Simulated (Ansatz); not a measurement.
# Be2C: what the fields show

Input file:

```
crystal:
  lattice:
    - [2.16046353914, 2.16046353914, 0.0]
    - [-2.16046353914, 2.16046353914, 0.0]
    - [0.0, 2.16046353914, 2.16046353914]
  atoms:
    - { symbol: Be, position: [0.25, 0.75, 0.5] }
    - { symbol: Be, position: [0.75, 0.25, 0.5] }
    - { symbol: C, position: [0.0, 0.0, 0.0] }
kpoints:
  mp_grid: { grid: [10, 10, 10] }
scf:
  occupations: { method: fixed }
hamiltonian:
  xc: r2scan
  pseudopotentials: { kind: paw }
relax:
  f_tol: 0.002
  max_steps: 80
  cell: { p_target: 4 }
output:
  forces: true
  stress: true
  write_density: true
  write_potential: true
  elf: true
  volumetric_format: npy
```

Command:

```sh
ansatz run input.yaml --threads 1 --pin off --max-ram 3072MiB --backend cpu --events-out ev --progress --plain --runs-dir out
```

Below, planes, directions and counts refer to the conventional cell (a = 4.29 Å, b = 4.29 Å, c = 4.29 Å, α = 90.00°, β = 90.00°, γ = 90.00°).

The fields are those of the run's last geometry, not of the input's.

Space group Fm-3m; computed pressure about 4 GPa in this cell.

Computed with Ansatz, DFT, r2SCAN, PAW with Ansatz's default frozen-core files, scalar-relativistic; relaxation of cell and atoms.

Core electrons are frozen (PAW), and the valence fields are smoothed inside the atomic spheres.

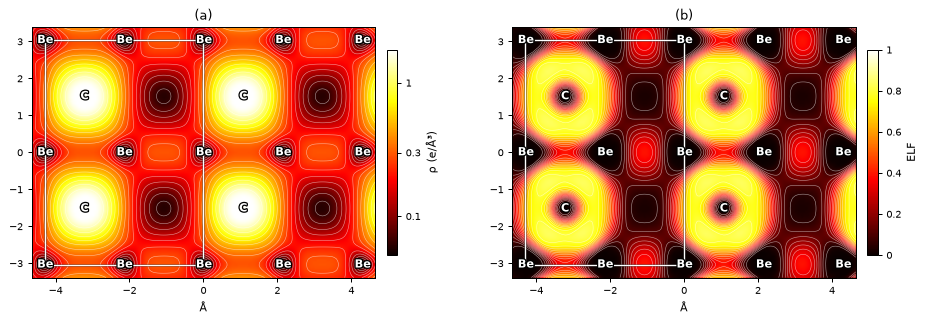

Figure 1. (a) valence charge density (pseudo); (b) electron localisation function on the (101) plane of the conventional cell.

Question: What does the map show?

Answer: The section cuts through Be and C sites. Be–C (1.86 Å): ρ is about 0.65 e/Å³ halfway; the ELF peaks at about 0.85 in the valence shell of C, 0.8 Å from its nucleus, and is about 0.85 at the midpoint. Between the atoms the lowest density in this plane is 0.06 e/Å³.

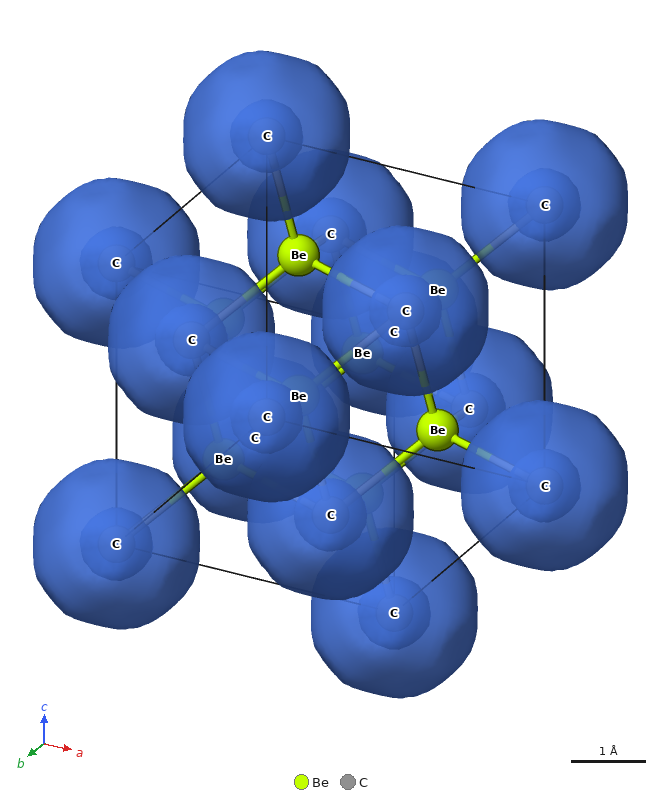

Figure 2. Isosurface of the ELF at 0.65 (blue), seen at an oblique angle. Core shells and regions of very low density are left out. Sticks mark near contacts.

Question: Where are the electrons localised?

Answer: The surface consists of four regions wrapped around C (the valence shell of each), counted in one cell of 12 atoms. Regions shared between cells count once.

Question: Metal or insulator at this level of theory?

Answer: It is gapped, with a Kohn–Sham gap of 1.5 eV on the k-point mesh (the band edges may lie off the mesh, which would make the gap smaller).
